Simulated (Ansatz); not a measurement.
System: Si25C23 (cell with a defect).

```cif
data_structure
_symmetry_space_group_name_H-M 'P 1'
_symmetry_Int_Tables_number 1
_cell_length_a 7.9993
_cell_length_b 7.9993
_cell_length_c 7.9993
_cell_angle_alpha 84.054
_cell_angle_beta 84.054
_cell_angle_gamma 84.054
_cell_volume 504.14
loop_
_atom_site_label
_atom_site_type_symbol
_atom_site_fract_x
_atom_site_fract_y
_atom_site_fract_z
_atom_site_occupancy
Si1 Si 0.31564 0.64897 0.48230 1
Si2 Si 0.66536 0.99869 0.83203 1
Si3 Si 0.50152 0.83349 0.17030 1
Si4 Si 0.50016 0.33697 0.66818 1
Si5 Si 0.33294 0.16783 0.00273 1
Si6 Si 0.66544 0.49915 0.33227 1
Si7 Si 0.00364 0.83485 0.66682 1
Si8 Si 0.83606 0.66628 0.00117 1
Si9 Si 0.16560 0.99878 0.33248 1
Si10 Si 0.83450 0.16939 0.49961 1
Si11 Si 0.16582 0.49893 0.83211 1
Si12 Si 0.99953 0.33287 0.16620 1
Si13 Si 0.50632 0.65095 0.86227 1
Si14 Si 0.83564 0.00127 0.16183 1
Si15 Si 0.69561 0.83966 0.48429 1
Si16 Si 0.66794 0.32850 0.00231 1
Si17 Si 0.49970 0.16673 0.33546 1
Si18 Si 0.83339 0.50213 0.66637 1
Si19 Si 0.16879 0.83304 0.00006 1
Si20 Si 0.99905 0.66442 0.32773 1
Si21 Si 0.31762 0.02894 0.67299 1
Si22 Si 0.99517 0.16897 0.83461 1
Si23 Si 0.33109 0.49440 0.16572 1
Si24 Si 0.16106 0.33238 0.49776 1
Si25 Si 0.45805 0.79138 0.62471 1
C1 C 0.79082 0.12415 0.95748 1
C2 C 0.62990 0.96326 0.28626 1
C3 C 0.62993 0.45292 0.79657 1
C4 C 0.45899 0.28981 0.12715 1
C5 C 0.79697 0.62100 0.45363 1
C6 C 0.11959 0.96324 0.79659 1
C7 C 0.96048 0.79232 0.12315 1
C8 C 0.28696 0.13030 0.45433 1
C9 C 0.95648 0.29381 0.62565 1
C10 C 0.28766 0.62030 0.96363 1
C11 C 0.12438 0.45771 0.29104 1
C12 C 0.28703 0.45067 0.62414 1
C13 C 0.62951 0.79213 0.96666 1
C14 C 0.45747 0.62036 0.28400 1
C15 C 0.45880 0.13333 0.79618 1
C16 C 0.29364 0.95807 0.12569 1
C17 C 0.62473 0.29236 0.46030 1
C18 C 0.95903 0.62697 0.79140 1
C19 C 0.79210 0.45747 0.12511 1
C20 C 0.11734 0.79080 0.45369 1
C21 C 0.79999 0.96285 0.62546 1
C22 C 0.12414 0.29177 0.95877 1
C23 C 0.95844 0.12543 0.29080 1
```

Method: Ansatz, DFT PBE, scalar-relativistic, plane waves, PAW.

Question: What can the converged valence pseudo-density and electron localisation function tell about the bonding?

Answer: Si–Si (2.17 Å): the density is about 0.75 e/Å³ at the midpoint; the ELF peaks at about 1 between the atoms, as expected for localised, covalent bonding.
Si–C (1.90 Å): ρ is about 0.87 e/Å³ halfway; the ELF peaks at about 0.95 between the atoms; localised, covalent bonding.

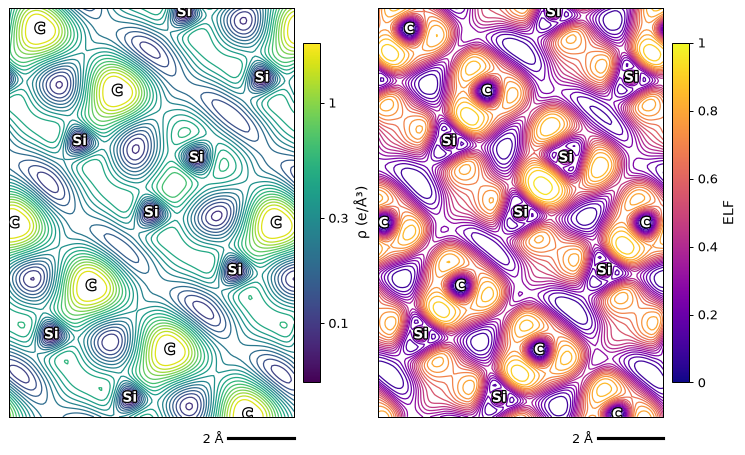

Computed valence pseudo-density and electron localisation function on the (11̄0) plane of the calculation cell, in this order. Atoms just off the plane (Si, 0.9 Å away and C, 0.9 Å away) can leave unmarked features too.

In a PAW calculation such maps are meaningful between the atoms, not at the nuclei.
